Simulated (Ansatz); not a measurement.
**Sn$_{3}$Se: density, localisation and related maps**

```
Sn Se
1.0
     3.65819    3.65819    0.00000
     3.65819   -3.65819    0.00000
     0.00000    0.00000   -7.31637
Sn Se
6 2
Direct
  0.50000 0.00000 0.75000
  0.00000 0.50000 0.25000
  0.00000 0.50000 0.75000
  0.50000 0.00000 0.25000
  0.50000 0.50000 0.99088
  0.00000 0.00000 0.49088
  0.50000 0.50000 0.50000
  0.00000 0.00000 0.00000
```

Space group I4mm; a structure from a database of computed crystals, not necessarily the ambient phase; changed on purpose from its base cell (atom 3 (Sn) moved +0.067 A along Cartesian [0 0 1]).

All numbers below come from DFT PBEsol, scalar-relativistic, plane waves, PAW (Ansatz 0.2.0).

In a PAW calculation such maps are meaningful between the atoms, not at the nuclei.

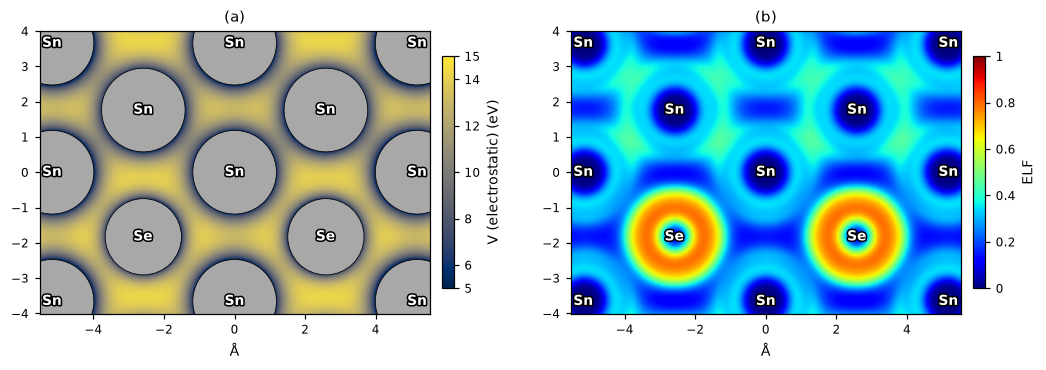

Figure 1. (a) electrostatic potential (local pseudopotential plus Hartree) felt by an electron; (b) ELF on the (100) plane of the conventional cell. Grey discs cover the atomic cores in the potential map.

Question: Describe what can be read from this map.

Answer: The plane passes through Sn and Se nuclei. Sn–Se (3.17 Å): the ELF is about 0.30 at the midpoint. Outside the cores the potential energy rises away from the atoms and is highest about 1.8 Å from the nearest atoms; its zero is arbitrary.

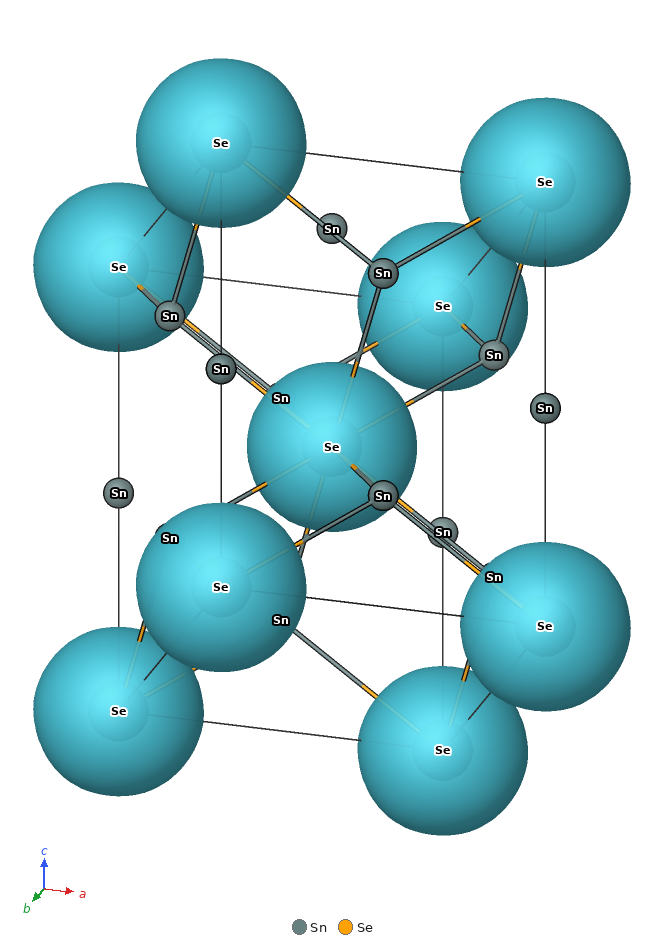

Figure 2. Isosurface of the electron localisation function at 0.55 (cyan), seen at an oblique angle. Core shells and regions of very low density are left out. Sticks mark near contacts.

Question: Identify the bonds, lone pairs and shells in this picture.

Answer: The ELF exceeds this value in two regions wrapped around Se (the valence shell of each), counted in one cell of 8 atoms. Any copies at cell faces, edges or corners count once.

Question: Metal or insulator at this level of theory?

Answer: It is gapless in this calculation (a metal or semimetal).
